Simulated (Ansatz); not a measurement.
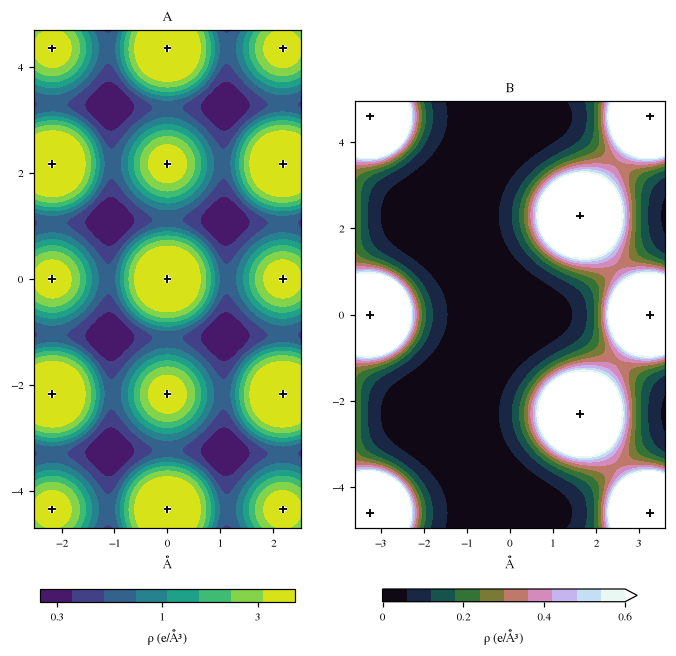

The valence charge density (pseudo) of 2 systems, each on a plane through atoms (crosses mark nuclei in the plane).

The calculation used Ansatz, DFT LDA, scalar-relativistic, plane waves, PAW.

System 1: TaN, the (100) plane of the conventional cell. Space group Fm-3m.

```
Ta N
1.0
     4.34943    0.00000    0.00000
     0.00000    4.34943    0.00000
     0.00000    0.00000    4.34943
Ta N
4 4
Cartesian
  2.1747 0.0000 0.0000
  0.0000 2.1747 0.0000
  0.0000 0.0000 2.1747
  2.1747 2.1747 2.1747
  0.0000 0.0000 0.0000
  2.1747 2.1747 0.0000
  2.1747 0.0000 2.1747
  0.0000 2.1747 2.1747
```

System 2: InSb, the (110) plane of the conventional cell. Space group F-43m.

> Which map belongs to which system?

Panel A is system 1, TaN: the plane holds Ta and N. Ta–N (2.17 Å): ρ at the midpoint is about 0.58 e/Å³. Panel B is system 2, InSb: the plane holds In and Sb. In–Sb (2.81 Å): the density is about 0.35 e/Å³ at the midpoint.
